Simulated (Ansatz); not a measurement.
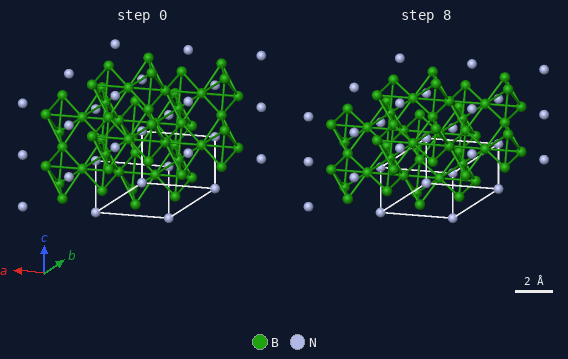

The structure of solid B5N (a generated structure, set up in P6/mmm) (coarse preliminary run) before (left) and after (right) a relaxation, at one scale.

The picture is a ball-and-stick view of the cell of the calculation, repeated 2 × 2 × 2 with one cell outlined, seen from a free direction.

The calculation used Ansatz 0.2.0, DFT PBE, scalar-relativistic, plane waves, PAW. Settings: plane-wave cutoff 420 eV; k-point mesh 6 × 6 × 6; occupations gaussian; smearing width 0.1 eV; no spin polarisation; cell and atoms relaxed; force threshold 0.04 eV/Å; at most 70 steps.

Summarise the run.

Answer. No atom moves by more than 0.005 Å relative to the cell. The volume changes by −15.0 %, with a = b 4.088 → 4.037 Å (−1.2 %), c 3.330 → 2.902 Å (−12.9 %). Some distances before and after: B–B 2.041 → 1.861 Å, B–B 2.044 → 2.019 Å. Bond angles that change, for instance: B–B–B 109.3° → 102.4°, B–B–B 60.1° → 65.7°, B–B–B 146.4° → 143.5°. The space group stays P6/mmm (No. 191). The energy falls by 1.151 eV per cell of the calculation in 6 accepted moves (8 points after the start). All forces vanish by symmetry, so only the cell relaxes. The pressure goes from −29.88 to 0.00 GPa. The SCF was repeated twice at an unchanged geometry on a basis and grid sized afresh for the cell, which shifted the energy by 7.7 meV per cell of the calculation at most.
